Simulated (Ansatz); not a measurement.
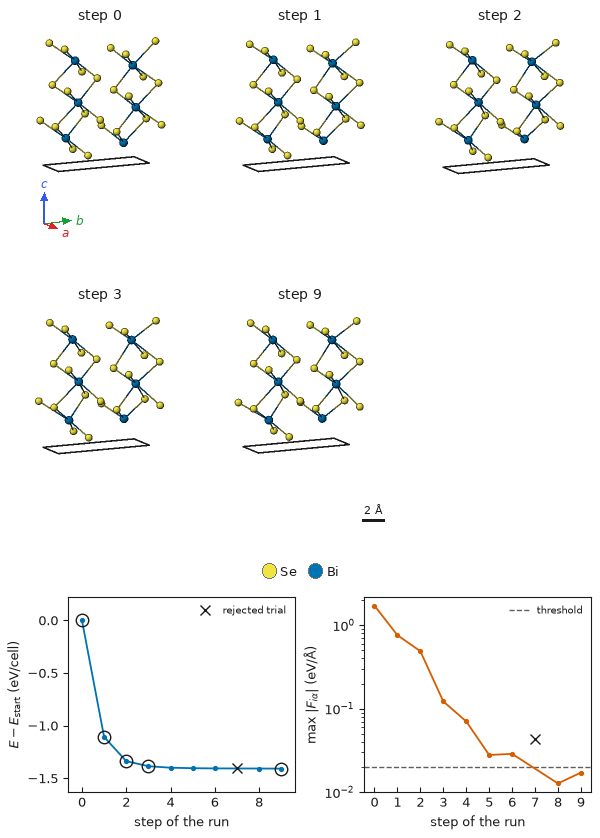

Frames of a relaxation of a slab of composition Bi2Se3 (cut from the R-3m phase), marked on the history of the run. The picture is a ball-and-stick view of the cell of the calculation, outlined in the plane, without the vacuum, seen slightly off an axis.

The slab is the (1 0 1) face of Bi2Se3.

Theory: Ansatz, DFT PBE+D3(BJ), scalar-relativistic, plane waves, PAW.

Input file:
```yaml
crystal:
  lattice:
    - [4.14360985, 0.0, 0.0]
    - [-2.071804925, 9.5679435511, 0.0]
    - [0.0, 0.0, 24.9310651012]
  atoms:
    - { symbol: Se, position: [0.6890012785, 0.378002557, 0.3008295061] }
    - { symbol: Bi, position: [0.408150231, 0.816300462, 0.327992279] }
    - { symbol: Bi, position: [0.1152937045, 0.230587409, 0.3563161731] }
    - { symbol: Se, position: [0.834442657, 0.668885314, 0.3834789461] }
    - { symbol: Se, position: [0.5234439355, 0.046887871, 0.4135574796] }
    - { symbol: Se, position: [0.212445214, 0.424890428, 0.4436360132] }
    - { symbol: Bi, position: [0.9315941665, 0.8631883329, 0.4707987862] }
    - { symbol: Bi, position: [0.63873764, 0.27747528, 0.4991226803] }
    - { symbol: Se, position: [0.3578865925, 0.715773185, 0.5262854532] }
    - { symbol: Se, position: [0.046887871, 0.093775742, 0.5563639868] }
    - { symbol: Se, position: [0.7358891495, 0.471778299, 0.5864425204] }
    - { symbol: Bi, position: [0.455038102, 0.9100762039, 0.6136052933] }
    - { symbol: Bi, position: [0.1621815755, 0.324363151, 0.6419291874] }
    - { symbol: Se, position: [0.881330528, 0.762661056, 0.6690919604] }
    - { symbol: Se, position: [0.5703318065, 0.140663613, 0.6991704939] }
basis:
  ecutwfc: 420
kpoints:
  mp_grid: { grid: [9, 4, 1] }
hamiltonian:
  xc: pbe
  dispersion: d3bj
scf:
  occupations: { method: gaussian, width: 0.05 }
output:
  forces: true
  eigenvalues: true
  write_density: true
  write_potential: true
  elf: true
  volumetric_format: npy
relax:
  adjacent_minimum: "off"
  f_tol: 0.02
  max_steps: 60
efield:
  axis: 3
  dipole_correction: true
  ramp_width: 0.04
```

Run as
```bash
ansatz run input.yaml --threads 8 --pin off --max-ram 15360MiB --backend cpu --events-out ev --progress --plain --runs-dir out
```

What happens along the run?

The atom that moves furthest relative to the layer's centre is Bi12 (0.41 Å at 11° to the normal (+c side)). Largest moves by element: Bi 0.41 Å, Se 0.32 Å. The cell stays as it was. Some distances before and after: Bi2–Se5 3.069 → 2.664 Å, Se10–Bi12 3.069 → 3.375 Å, Bi3–Se5 3.069 → 3.356 Å, Se10–Bi13 3.069 → 2.810 Å. Bond angles that change, for instance: Se9–Bi12–Se15 174.5° → 158.4°, Se14–Bi12–Se15 91.0° → 100.4°, Se15–Bi13–Se15 84.9° → 93.3°. Over 8 accepted moves (9 points after the start) the energy falls by 1.407 eV per cell of the calculation. Largest force component: 1.7 eV/Å at the start, 0.017 eV/Å at the end. The line search rejected the trial step at point 7 of the run. The run took 8 min on 8 threads of Arm Neoverse V2, with other jobs on the host, peak memory 5.7 GiB. From step 0 to 1: Bi atoms move most (0.19 Å), energy −1.106 eV per cell of the calculation. From step 1 to 2: Se1 moves most (0.19 Å), energy −0.230 eV per cell of the calculation. From step 2 to 3: Se14 moves most (0.14 Å), energy −48.0 meV per cell of the calculation. From step 3 to 9: Bi2 moves most (0.17 Å), energy −23.0 meV per cell of the calculation.

```tsv
step	E − E(0), meV/atom	largest force component, eV/Å	note
0	0.00	1.7148	
1	-73.75	0.7591	
2	-89.08	0.4883	
3	-92.28	0.1223	
4	-93.23	0.0704	
5	-93.54	0.0279	
6	-93.67	0.0288	
7	-93.66	0.0433	rejected
8	-93.75	0.0127	
9	-93.81	0.0172
```
